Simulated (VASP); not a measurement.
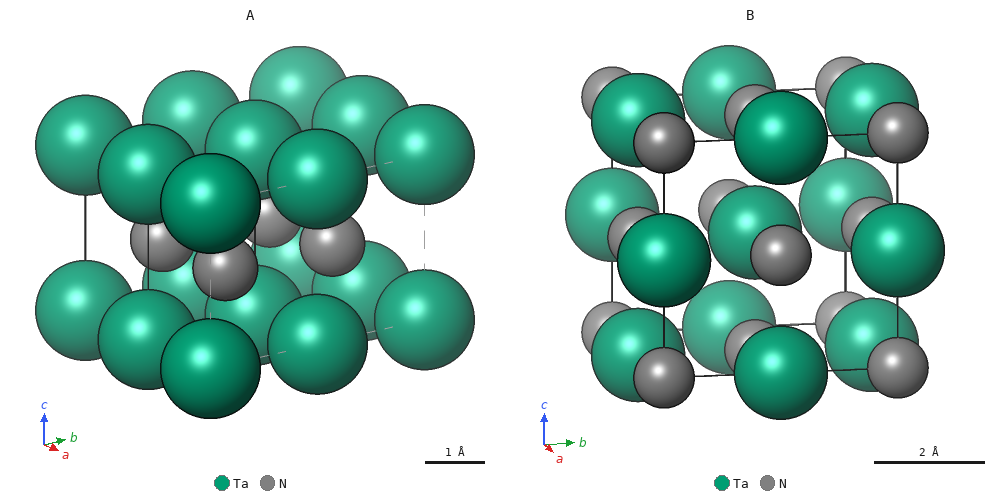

Two structures of TaN, each relaxed (cell and atoms) at zero pressure; conventional cells in solid outline, small ones repeated, each panel with its own scale. Alike in all runs: VASP 6.6.1; functional LDA; VASP's PAW LDA potentials, release 64 (Ta_pv, N); cutoff 600 eV; occupations fermi-dirac, width 0.05 eV; no spin polarisation; no spin-orbit coupling. The k meshes have like spacings.

**Name the structure in each panel.**

A: tungsten carbide (WC) type, P-6m2; B: rock salt (NaCl type), Fm-3m.

**Which of these is lowest in energy, and how far above it do the others lie?**

A, then B (+297 meV/atom), static energies at zero smearing.

**Collect the results in a table.**

| panel | space group | E − E(lowest) (meV/atom) | volume (Å³/atom) |
| --- | --- | --- | --- |
| A | P-6m2 | 0 | 10.5 |
| B | Fm-3m | 297 | 10.3 |

The starts are database entries or structure types tried for this composition, and the most stable form need not be among them.

Caveat: spin-orbit coupling is left out, which matters for Ta, if less for volumes and forces than for levels.
